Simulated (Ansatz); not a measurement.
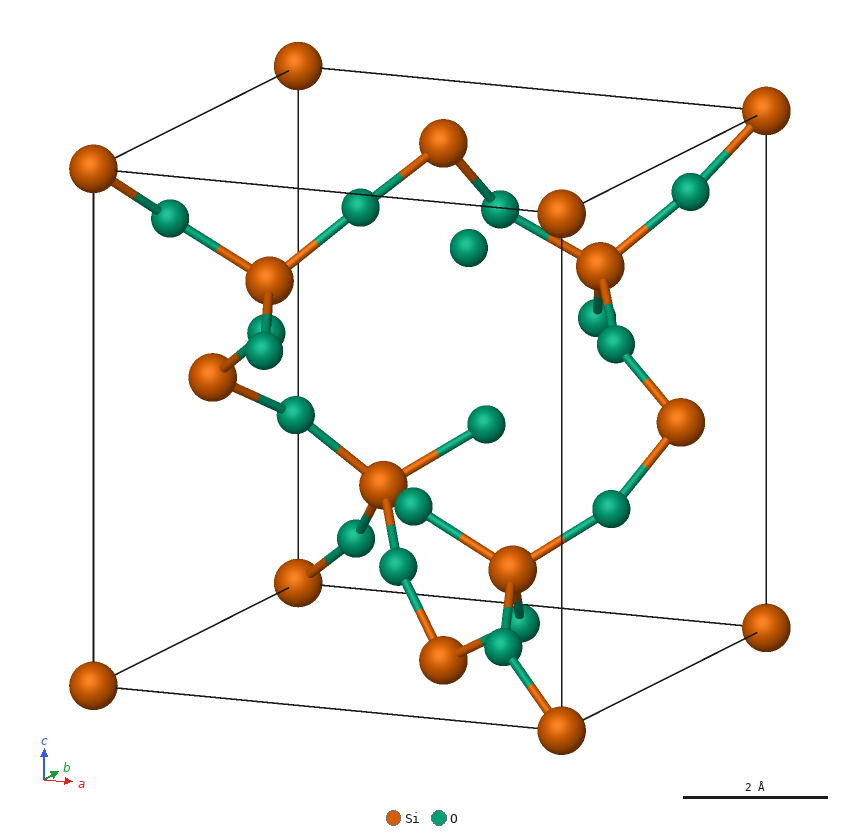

Drawn in the ball-and-stick manner and seen slightly off an axis. Lines trace the edges of the simulation cell. Cell: a = 7.108 Å, b = 7.108 Å, c = 7.372 Å, α = 90.00°, β = 90.00°, γ = 90.00°.

- Chemical formula Si$_{7}$O$_{16}$.
- All rotations and mirrors are lost; the group is P1.
- Atoms per cell: 23 (7 Si, 16 O).
- Si is coordinated by four O in a distorted tetrahedral arrangement at about 1.6 to 1.7 Å.
- The bonds build a three-dimensional framework.

The cell started as a structure listed in the Materials Project, repeated into a supercell with a point defect put in. The atoms were relaxed in a fixed cell with DFT PBE, scalar-relativistic, plane waves, PAW in Ansatz.
